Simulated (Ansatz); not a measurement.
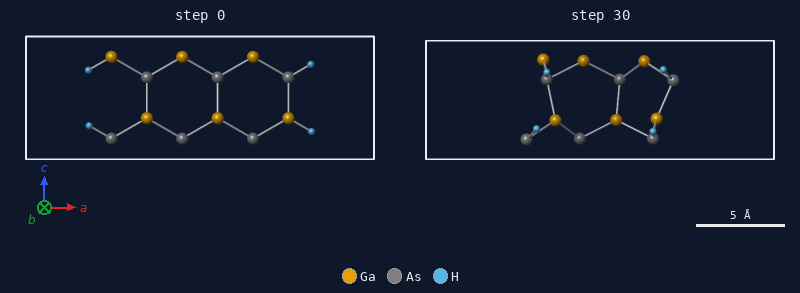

The structure of a wire of composition Ga3As3H2 before (left) and after (right) a relaxation, at one scale.

A ball-and-stick model of the cell of the calculation, with the vacuum cut short, seen along the b axis.

Case: armchair ribbon, 6 formula units a period, edges capped with H.

Computed with DFT PBE, scalar-relativistic, plane waves, PAW (Ansatz 0.2.0). Settings: plane-wave cutoff 420 eV; k-point mesh 1 × 1 × 5; occupations gaussian; smearing width 0.05 eV; no spin polarisation; cell relaxed at fixed a, b, alpha, beta, gamma; force threshold 0.02 eV/Å; at most 45 steps.

Summarise the run.

The energy falls by 1.333 eV per cell of the calculation in 28 accepted moves (30 points after the start). Largest force component: 0.41 eV/Å at the start, 0.0095 eV/Å at the end. The line search rejected the trial step at point 22 of the run. The SCF was repeated once at an unchanged geometry on a basis and grid sized afresh for the cell, which shifted the energy by 3.3 meV per cell of the calculation at most. The largest moves relative to the centre of the atoms, 4.14 Å, are those of H atoms. By element the largest moves are H 4.14 Å, As 2.13 Å, Ga 2.03 Å. Along the periodic axis the drawn cell goes c 7.004 → 6.760 Å (−3.5 %). Among the contacts that change: As–Ga 2.405 → 2.453 Å, As–Ga 2.405 → 2.430 Å, As–H 1.520 → 1.535 Å. Among the angles between lasting bonds that change: Ga–As–H 114.4° → 93.4°, Ga–As–Ga 114.4° → 94.4°, Ga–As–Ga 114.4° → 96.5°. Cost: 4.9 min on 4 threads of Intel(R) Xeon(R) 6975P-C (Granite Rapids), with other jobs on the host, peak memory 2.5 GiB.
